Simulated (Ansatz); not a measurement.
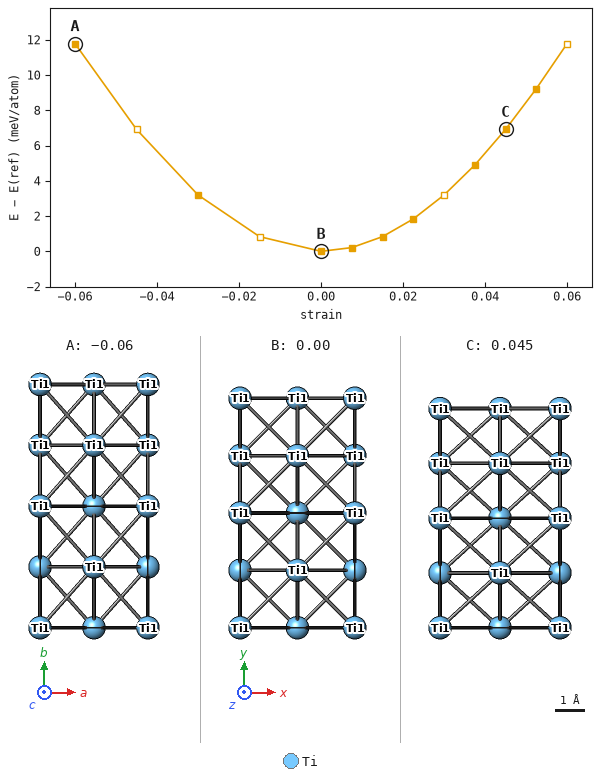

Energy scan for solid Ti (Fm-3m), in which the cell is strained along x and oppositely along y, with the atoms kept at their fractional coordinates. x, y and z are the Cartesian axes of the input. The lettered frames are marked on the plot. Hollow markers are points alike by symmetry, not computed again. A ball-and-stick model of the conventional cell (4 times the calculation's cell), repeated 1 × 2 × 1 with one cell outlined, seen along the c axis. Lengths and directions refer to the drawn axes.

Method: DFT PBEsol, scalar-relativistic, plane waves, PAW in Ansatz 0.2.0. (plane-wave cutoff 420 eV; k-point mesh 20 × 20 × 20; occupations gaussian; smearing width 0.15 eV; no spin polarisation). Energies (free energies at the smearing named) are counted from the cell as listed in its source, which wasn't relaxed.

**Read off the main features of the energy profile.**

The lowest computed point lies at the strain 0.00 (0.0 meV/atom). At the ends of the scan the energy is 11.8 meV/atom (−0.06) and 11.8 meV/atom (0.06). The curvature at zero strain, (1/V) d²E/dε², is about 71 GPa; it is C₁₁ + C₂₂ − 2C₁₂ with clamped ions. The distortion takes the space group from Fm-3m to Fmmm. At the strain −0.06 the cell of the drawing goes a 4.060 → 3.816 Å, b 4.060 → 4.304 Å.

The computed points:

```
 strain  E − E(ref) (meV/atom)
−0.0600                   11.8
−0.0450                    6.9
−0.0300                    3.2
−0.0150                    0.8
 0.0000                    0.0
 0.0075                    0.2
 0.0150                    0.8
 0.0225                    1.8
 0.0300                    3.2
 0.0375                    4.9
 0.0450                    6.9
 0.0525                    9.2
 0.0600                   11.8
```

Points that are alike by symmetry were computed once.
